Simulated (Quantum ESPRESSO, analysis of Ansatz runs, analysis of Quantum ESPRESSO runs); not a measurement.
# Cu-H pair in ZnO: local vibrational mode against experiment (Quantum ESPRESSO)

Subject: Cu-H pair in ZnO. Wanted: its local vibrational mode, in one set-up (PBE, GBRV 1.5 PBE, 32-site cell, PBE lattice, k: the single point 1/4 1/4 1/4, the defect atoms alone displaced). The model is a cell of 32 host atoms with Cu put on another atom's site and H put in between. The frequencies come from the force constants of the defect atoms alone, with every neighbour held at rest.

What was measured. O-H stretch, 1H: 3191.8 cm⁻¹, by IR absorption (quoted in “Hydrogen-related defects in hydrothermally grown ZnO studied by Fourier Transform Infrared Spectroscopy”, 2010, Halvard Haug, quoting earlier work (1978)). O-D stretch, 2H: 2379 cm⁻¹, by IR absorption (quoted in “Hydrogen-related defects in hydrothermally grown ZnO studied by Fourier Transform Infrared Spectroscopy”, 2010, Halvard Haug, quoting earlier work (1978)). The calculation is set beside it at the end.

Main program and level: Quantum ESPRESSO 7.5; Quantum ESPRESSO plane-wave DFT, PBE, GBRV 1.5 PBE potentials; relaxation of all atoms of a defect supercell.

**1. Starting point**

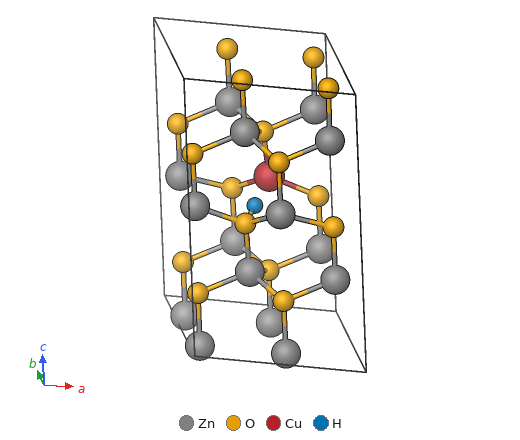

The starting structure, seen slightly off an axis (zinc grey, oxygen orange, copper red, hydrogen blue).

The cell holds 33 atoms: 15 Zn, 16 O, 1 Cu and 1 H. Cell: a = 6.562 Å, b = 6.562 Å, c = 10.593 Å, α = 90.0°, β = 90.0°, γ = 120.0°. It derives from ZnO (space group P6_3mc). Nearest the centre at fractional (0.281, 0.562, 0.481): H33 at 0.61 Å, Cu14 at 1.09 Å, O4 at 1.63 Å, O15 at 2.29 Å, O28 at 2.30 Å, O12 at 2.30 Å, Zn6 at 2.77 Å, Zn22 at 2.78 Å.

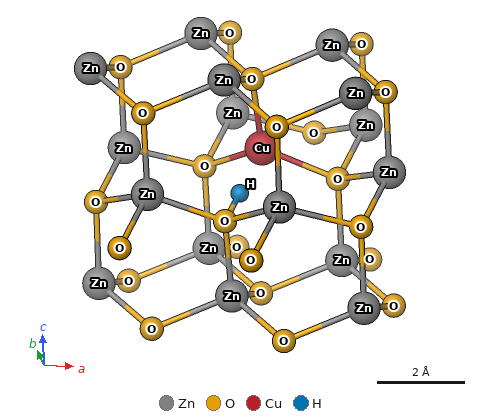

The atoms within 5 Å of the centre.

The host's primitive cell comes from a first run (Quantum ESPRESSO plane-wave DFT, PBE, GBRV 1.5 PBE potentials; relaxation of cell and atoms of a defect-free cell): vectors of 3.281, 3.281 and 5.297 Å. That is 12.34 Å³ an atom, 3.7 % over the diffraction cell's volume. The supercell is built on it.

**2. Relaxation, charge 0**

Every later number rests on the structure around the defect, so the atoms are relaxed at the host's lattice first.

File pw.in:

```
&CONTROL
  calculation = 'relax'
  prefix = 'pwscf'
  outdir = './tmp'
  pseudo_dir = './pseudo'
  tprnfor = .true.
  disk_io = 'low'
  nstep = 70
  forc_conv_thr = 0.00039
  etot_conv_thr = 0.0001
/
&SYSTEM
  ibrav = 0
  nat = 33
  ntyp = 4
  ecutwfc = 45
  ecutrho = 360
  nbnd = 212
  occupations = 'smearing'
  smearing = 'fd'
  degauss = 0.00073499
  nosym = .true.
/
&ELECTRONS
  conv_thr = 3d-08
  electron_maxstep = 100
  mixing_beta = 0.5
/
&IONS
  ion_dynamics = 'bfgs'
/
ATOMIC_SPECIES
Zn    65.3800 zn_pbe_v1.uspp.F.UPF
O     15.9990 o_pbe_v1.2.uspp.F.UPF
Cu    63.5460 cu_pbe_v1.2.uspp.F.UPF
H      1.0080 h_pbe_v1.4.uspp.F.UPF
CELL_PARAMETERS angstrom
   6.5616149739    0.0000000000    0.0000000000
  -3.2808074869    5.6825253113    0.0000000000
   0.0000000000    0.0000000000   10.5930620368
ATOMIC_POSITIONS crystal
Zn     0.1663933745    0.3326044581    0.2481422751
Zn     0.3322161554    0.1634074185    0.0006265105
O      0.3298788200    0.1652359750    0.1892053681
O      0.1448046207    0.2909924142    0.4301950884
Zn     0.1694659057    0.3342822834    0.7510984011
Zn     0.3335433630    0.1694732679    0.5008554452
O      0.3348287082    0.1683242697    0.6879029566
O      0.1643424090    0.3303680652    0.9386432221
Zn     0.1697608301    0.8351584907    0.2491053625
Zn     0.3320590822    0.6664860080    0.0017255915
O      0.3324360236    0.6691004490    0.1898974004
O      0.1637198562    0.8332142607    0.4401181675
Zn     0.1701312065    0.8348111369    0.7496957064
Cu     0.3695676852    0.7435611296    0.5143613548
O      0.3299882707    0.6648801844    0.6900993467
O      0.1671501524    0.8324252432    0.9412456804
Zn     0.6648177225    0.3317510089    0.2484345324
Zn     0.8301108035    0.1644149058   -0.0006587005
O      0.8317326569    0.1678048692    0.1883394328
O      0.6663506967    0.3343337164    0.4377783633
Zn     0.6644156871    0.3299838697    0.7495315433
Zn     0.8351718313    0.1678422642    0.5015906233
O      0.8305651062    0.1649242328    0.6906611340
O      0.6680404885    0.3338390333    0.9377818650
Zn     0.6701199376    0.8345134402    0.2498528393
Zn     0.8340871234    0.6683630664   -0.0016646999
O      0.8324758237    0.6650937811    0.1912049180
O      0.6675347230    0.8367148203    0.4393959876
Zn     0.6654182930    0.8346995252    0.7512519056
Zn     0.8362107973    0.6685945484    0.5010326376
O      0.8337185237    0.6690430807    0.6882156761
O      0.6698962617    0.8338536006    0.9391947672
H      0.2319164962    0.4593847027    0.4631874954
K_POINTS crystal
1
0.25 0.25 0.25 1.0
```

The run is started by

```
$ OMP_NUM_THREADS=1 mpirun -n 4 pw.x -in pw.in > pw.out
```

The log of the run:

```text
This program is part of the open-source Quantum ESPRESSO suite
     for quantum simulation of materials; please cite
         "P. Giannozzi et al., J. Phys.:Condens. Matter 21 395502 (2009);
         "P. Giannozzi et al., J. Phys.:Condens. Matter 29 465901 (2017);
         "P. Giannozzi et al., J. Chem. Phys. 152 154105 (2020);
          URL
     in publications or presentations arising from this work. More details at

     Subspace diagonalization in iterative solution of the eigenvalue problem:
     one sub-group per band group will be used
     scalapack distributed-memory algorithm (size of sub-group:  2*  2 procs)

     --------------------
     sticks:   dense  smooth     PW     G-vecs:    dense   smooth      PW
     Min         953     478    127                76821    27187    3813
     Max         955     479    128                76822    27189    3820
     Sum        3817    1915    511               307285   108751   15267

     Using Slab Decomposition

     bravais-lattice index     =            0
     lattice parameter (alat)  =      12.3997  a.u.
     unit-cell volume          =    2665.4481 (a.u.)^3
     number of atoms/cell      =           33
     number of atomic types    =            4
     number of electrons       =       416.00
     number of Kohn-Sham states=          212
     kinetic-energy cutoff     =      45.0000  Ry
     charge density cutoff     =     360.0000  Ry
     scf convergence threshold =      3.0E-08
     mixing beta               =       0.5000
     number of iterations used =            8  plain     mixing
     energy convergence thresh.=      1.0E-04
     force convergence thresh. =      3.9E-04
     Exchange-correlation=  SLA  PW   PBX  PBC
                           (   1   4   3   4   0   0   0)
     nstep                     =           70

     celldm(1)=  12.399655  celldm(2)=   0.000000  celldm(3)=   0.000000
     celldm(4)=   0.000000  celldm(5)=   0.000000  celldm(6)=   0.000000

     crystal axes: (cart. coord. in units of alat)
               a(1) = (   1.000000   0.000000   0.000000 )
               a(2) = (  -0.500000   0.866025   0.000000 )
               a(3) = (   0.000000   0.000000   1.614399 )

     reciprocal axes: (cart. coord. in units 2 pi/alat)
               b(1) = (  1.000000  0.577350 -0.000000 )
               b(2) = (  0.000000  1.154701  0.000000 )
               b(3) = (  0.000000 -0.000000  0.619426 )

     PseudoPot. # 1 for Zn read from file:
     zn_pbe_v1.uspp.F.UPF
     Pseudo is Ultrasoft, Zval = 20.0
     Generated by new atomic code, or converted to UPF format
     Using radial grid of  943 points,  6 beta functions with:
                l(1) =   0
                l(2) =   0
                l(3) =   1
                l(4) =   1
                l(5) =   2
                l(6) =   2
     Q(r) pseudized with  8 coefficients,  rinner =    1.100   1.100   1.100
                                                       1.100   1.100

     PseudoPot. # 2 for O  read from file:
     o_pbe_v1.2.uspp.F.UPF
     Pseudo is Ultrasoft + core correction, Zval =  6.0
     Generated by new atomic code, or converted to UPF format
     Using radial grid of  737 points,  5 beta functions with:
                l(1) =   0
                l(2) =   0
                l(3) =   1
                l(4) =   1
                l(5) =   2
     Q(r) pseudized with  8 coefficients,  rinner =    0.900   0.900   0.900
                                                       0.900   0.900

     PseudoPot. # 3 for Cu read from file:
     cu_pbe_v1.2.uspp.F.UPF
     Pseudo is Ultrasoft + core correction, Zval = 19.0
     Generated by new atomic code, or converted to UPF format
     Using radial grid of  867 points,  6 beta functions with:
                l(1) =   0
                l(2) =   0
                l(3) =   1
                l(4) =   1
                l(5) =   2
                l(6) =   2
     Q(r) pseudized with  8 coefficients,  rinner =    1.150   1.150   1.150
                                                       1.150   1.150

     PseudoPot. # 4 for H  read from file:
     h_pbe_v1.4.uspp.F.UPF
     Pseudo is Ultrasoft, Zval =  1.0
     Generated by new atomic code, or converted to UPF format
     Using radial grid of  615 points,  2 beta functions with:
                l(1) =   0
                l(2) =   0
     Q(r) pseudized with  8 coefficients,  rinner =    0.700

     atomic species   valence    mass     pseudopotential
     Zn               20.00    65.38000     Zn( 1.00)
     O                 6.00    15.99900     O ( 1.00)
     Cu               19.00    63.54600     Cu( 1.00)
     H                 1.00     1.00800     H ( 1.00)

     No symmetry found

   Cartesian axes

     site n.     atom                  positions (alat units)
         1        Zn     tau(   1) = (   0.0000911   0.2880439   0.4006005  )
         2        Zn     tau(   2) = (   0.2505124   0.1415150   0.0010114  )
         3        O      tau(   3) = (   0.2472608   0.1430986   0.3054529  )
         4        O      tau(   4) = (  -0.0006916   0.2520068   0.6945063  )
         5        Zn     tau(   5) = (   0.0023248   0.2894970   1.2125722  )
         6        Zn     tau(   6) = (   0.2488067   0.1467682   0.8085803  )
         7        O      tau(   7) = (   0.2506666   0.1457731   1.1105496  )
         8        O      tau(   8) = (  -0.0008416   0.2861071   1.5153443  )
         9        Zn     tau(   9) = (  -0.2478184   0.7232685   0.4021553  )
        10        Zn     tau(  10) = (  -0.0011839   0.5771938   0.0027858  )
        11        O      tau(  11) = (  -0.0021142   0.5794580   0.3065701  )
        12        O      tau(  12) = (  -0.2528873   0.7215847   0.7105262  )
        13        Zn     tau(  13) = (  -0.2472744   0.7229677   1.2103077  )
        14        Cu     tau(  14) = (  -0.0022129   0.6439428   0.8303843  )
        15        O      tau(  15) = (  -0.0024518   0.5758031   1.1140954  )
        16        O      tau(  16) = (  -0.2490625   0.7209014   1.5195457  )
        17        Zn     tau(  17) = (   0.4989422   0.2873048   0.4010724  )
        18        Zn     tau(  18) = (   0.7479034   0.1423875  -0.0010634  )
        19        O      tau(  19) = (   0.7478302   0.1453233   0.3040549  )
        20        O      tau(  20) = (   0.4991838   0.2895415   0.7067488  )
        21        Zn     tau(  21) = (   0.4994238   0.2857744   1.2100427  )
        22        Zn     tau(  22) = (   0.7512507   0.1453557   0.8097672  )
        23        O      tau(  23) = (   0.7481030   0.1428286   1.1150024  )
[...]
atom   10 type  1   force =     0.00011118    0.00010781   -0.00020921
     atom   11 type  2   force =     0.00000727   -0.00011076   -0.00008526
     atom   12 type  2   force =    -0.00018047    0.00010226   -0.00032360
     atom   13 type  1   force =    -0.00000284   -0.00015398   -0.00006569
     atom   14 type  3   force =     0.00026885    0.00003569   -0.00002490
     atom   15 type  2   force =     0.00000679   -0.00039796    0.00033265
     atom   16 type  2   force =    -0.00004896   -0.00001571    0.00002053
[...]
Total force =     0.001487     Total SCF correction =     0.000060
     Energy error            =      4.7E-06 Ry
     Gradient error          =      5.4E-04 Ry/Bohr

     number of scf cycles    =  43
     number of bfgs steps    =  42

     energy             old  =   -7846.0313198887 Ry
     energy             new  =   -7846.0313246274 Ry

     CASE: energy            _new < energy            _old

     new trust radius        =       0.0025550595 bohr
     new conv_thr            =       0.0000000003 Ry

ATOMIC_POSITIONS (crystal)
Zn               0.1588330224        0.3250482164        0.2350127757
Zn               0.3331611269        0.1624864317       -0.0004286072
O                0.3303102771        0.1595550048        0.1887734513
O                0.1537856174        0.3032254976        0.4298474998
Zn               0.1614385070        0.3338397178        0.7508341855
Zn               0.3389168354        0.1475782724        0.5000674151
O                0.3284425692        0.1702570744        0.6888626536
O                0.1637589350        0.3284065424        0.9410509050
Zn               0.1625402522        0.8268501595        0.2535780067
Zn               0.3290776094        0.6635453649       -0.0038419853
O                0.3262011780        0.6599389325        0.1863051190
O                0.1687027846        0.8248602686        0.4397486446
Zn               0.1534009466        0.8400918620        0.7519576273
Cu               0.4380362561        0.7590933322        0.5402492083
O                0.3174443268        0.6682081730        0.7053231803
O                0.1619975601        0.8319989046        0.9408256356
[...]
NEW-OLD atomic charge density approx. for the potential

     Check: negative core charge=   -0.000002

     Self-consistent Calculation

     iteration #  1     ecut=    45.00 Ry     beta= 0.50
     Davidson diagonalization with overlap
     ethr =  1.00E-06,  avg # of iterations =  4.0

     Threshold (ethr) on eigenvalues was too large:
     Diagonalizing with lowered threshold

     Davidson diagonalization with overlap
     ethr =  1.03E-09,  avg # of iterations =  5.0

     total energy              =   -7846.03132648 Ry
     estimated scf accuracy    <       0.00000641 Ry

     iteration #  2     ecut=    45.00 Ry     beta= 0.50
     Davidson diagonalization with overlap
     ethr =  1.54E-09,  avg # of iterations =  5.0

     total energy              =   -7846.03132702 Ry
     estimated scf accuracy    <       0.00000268 Ry

     iteration #  3     ecut=    45.00 Ry     beta= 0.50
     Davidson diagonalization with overlap
     ethr =  6.43E-10,  avg # of iterations =  6.0

     total energy              =   -7846.03132741 Ry
     estimated scf accuracy    <       0.00000251 Ry

     iteration #  4     ecut=    45.00 Ry     beta= 0.50
     Davidson diagonalization with overlap
     ethr =  6.03E-10,  avg # of iterations =  5.0

     total energy              =   -7846.03132778 Ry
     estimated scf accuracy    <       0.00000029 Ry

     iteration #  5     ecut=    45.00 Ry     beta= 0.50
     Davidson diagonalization with overlap
     ethr =  6.95E-11,  avg # of iterations =  5.0

     total energy              =   -7846.03132783 Ry
     estimated scf accuracy    <       0.00000003 Ry

     iteration #  6     ecut=    45.00 Ry     beta= 0.50
     Davidson diagonalization with overlap
     ethr =  6.20E-12,  avg # of iterations =  4.0

     total energy              =   -7846.03132783 Ry
     estimated scf accuracy    <          3.0E-09 Ry

     iteration #  7     ecut=    45.00 Ry     beta= 0.50
     Davidson diagonalization with overlap
     ethr =  7.11E-13,  avg # of iterations =  3.0

     total energy              =   -7846.03132784 Ry
     estimated scf accuracy    <          5.7E-10 Ry

     iteration #  8     ecut=    45.00 Ry     beta= 0.50
     Davidson diagonalization with overlap
     ethr =  1.37E-13,  avg # of iterations =  3.0

     End of self-consistent calculation

          k = 0.2500 0.4330 0.1549 ( 13581 PWs)   bands (ev):

  -115.4232-115.2719-115.2575-115.2548-115.1929-115.1620-115.1473-115.1349
  -115.1330-115.1262-115.1181-115.1142-115.0413-115.0116-115.0019-101.8298
[...]
3.9372   3.9426   3.9586   3.9790   3.9836   4.0123   4.0364   4.0561
     4.0925   4.1217   4.1672   4.1977   4.4071   4.4502   4.4779   4.5282
     4.6074   4.6489   4.7555   4.8681   4.9688   5.0485   5.2564   5.3029
     5.3170   5.3828   5.4175   5.6259   5.7363   5.8457   5.8769   6.0655
     6.1192   6.1546   6.2263   6.2945   6.3076   6.3411   6.4150   6.4767
     6.5009   6.5428   6.6655   6.7578   6.7800   6.8504   6.9564   7.0024
     7.0652   7.0983   7.2146   7.2519   7.2697   7.3541   7.3861   7.4055
     7.4916   7.6552   7.7204   7.9847   8.1544   8.4757   8.8954   9.1566
    11.1538  12.0887  12.4470  12.5375

     the Fermi energy is    10.6350 ev

!    total energy              =   -7846.03132784 Ry
     estimated scf accuracy    <          4.6E-11 Ry
     smearing contrib. (-TS)   =       0.00000000 Ry
     internal energy E=F+TS    =   -7846.03132784 Ry

     The total energy is F=E-TS. E is the sum of the following terms:
     one-electron contribution =   -6511.18760589 Ry
     hartree contribution      =    3424.38686675 Ry
     xc contribution           =    -790.73492436 Ry
     ewald contribution        =   -3968.49566433 Ry

     convergence has been achieved in   8 iterations

     Forces acting on atoms (cartesian axes, Ry/au):

[...]
atom   26 type  1   force =    -0.00013259    0.00006799   -0.00000472
     atom   27 type  2   force =    -0.00003145    0.00003316    0.00030957
     atom   28 type  2   force =    -0.00008846   -0.00019582   -0.00016489
     atom   29 type  1   force =    -0.00003454   -0.00008130    0.00001238
     atom   30 type  1   force =     0.00001648   -0.00003736   -0.00009307
     atom   31 type  2   force =     0.00006752    0.00006519   -0.00011471
     atom   32 type  2   force =     0.00003840   -0.00004438   -0.00022301
     atom   33 type  4   force =     0.00009316   -0.00012207    0.00000544

     Total force =     0.001197     Total SCF correction =     0.000050
     Energy error            =      3.2E-06 Ry
     Gradient error          =      3.4E-04 Ry/Bohr

     bfgs converged in  44 scf cycles and  43 bfgs steps
     (criteria: energy <  1.0E-04 Ry, force <  3.9E-04 Ry/Bohr)

     End of BFGS Geometry Optimization

     Final energy             =   -7846.0313278353 Ry

     File ./tmp/pwscf.bfgs deleted, as requested
Begin final coordinates

ATOMIC_POSITIONS (crystal)
[...]
Zn               0.8313629711        0.6629192529        0.0006249706
O                0.8307758978        0.6642018581        0.1888610598
O                0.6912435718        0.8472550123        0.4284816972
Zn               0.6626317460        0.8369537016        0.7530246868
Zn               0.8424952154        0.6700575799        0.4987381368
O                0.8258727697        0.6692946762        0.6896856178
O                0.6642807404        0.8307670171        0.9412886836
H                0.2454905657        0.4743015025        0.4548388578
End final coordinates

=------------------------------------------------------------------------------=
   JOB DONE.
=------------------------------------------------------------------------------=
```

Run time: 43 min. Hardware: 4 MPI ranks of Arm Neoverse V1, shared host; peak memory 1.7 GiB.

(Part 1 of 2 ends here.)

[Logs are printed without paths, hosts, clocks, repeated set-up lines and the standing remarks that a program may print on its own settings, such as how far it seeks lower states.]

[Hosts, paths, dates, database ids (printed as entryN), source tags and the programs' standing remarks are cut or masked in the printed files.]

[For some hosts the program warned that the k-mesh of the response run may be too coarse for force constants and the static dielectric constant; such warnings are not shown here.]
